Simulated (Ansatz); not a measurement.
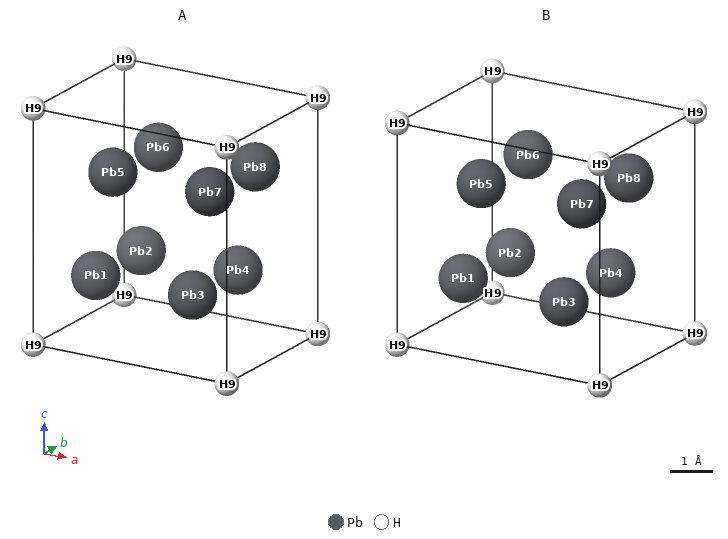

Two geometries of a crystal of HPb₈ (set up in P-3m1) (coarse preliminary run), drawn at one scale. One is the start of a relaxation, the other its converged end. Style: ball-and-stick. Shown: the cell of the calculation, slightly off an axis.

The calculation used Ansatz, DFT PBE, scalar-relativistic, plane waves, PAW. Settings: plane-wave cutoff 420 eV; k-point mesh 3 × 3 × 4; occupations gaussian; smearing width 0.1 eV; no spin polarisation; cell and atoms relaxed; force threshold 0.0325 eV/Å; at most 70 steps.

Question: Which of the two is the end point?

Answer: Structure B is the relaxed one. Case: 1 H put on empty site 1 of 4 host cells, relaxed. The largest moves relative to the cell, 0.068 Å, are those of Pb3 and Pb6. Pb3 goes along −c. H stays in place. The drawn cell changes as follows: a = b 7.084 → 7.408 Å (+4.6 %), c 5.849 → 5.488 Å (−6.2 %); the volume changes by +2.6 %. The space group stays P-3m1 (No. 164). Over 5 accepted moves (6 points after the start) the energy falls by 0.179 eV per cell of the calculation. The largest force component goes from 0.056 to 0.017 eV/Å. The pressure goes from 1.12 to −0.04 GPa. At 1 point the geometry stayed and the basis and grid were re-selected for the new cell (energy shift of 1.6 meV per cell of the calculation at most each time). The run took 28 s on 2 threads of INTEL(R) XEON(R) PLATINUM 8581C CPU @ 2.10GHz (Emerald Rapids) (shared host), peak memory 0.69 GiB.

Limits of the set-up: layers or molecules are held without a dispersion correction, so their spacing is unreliable.
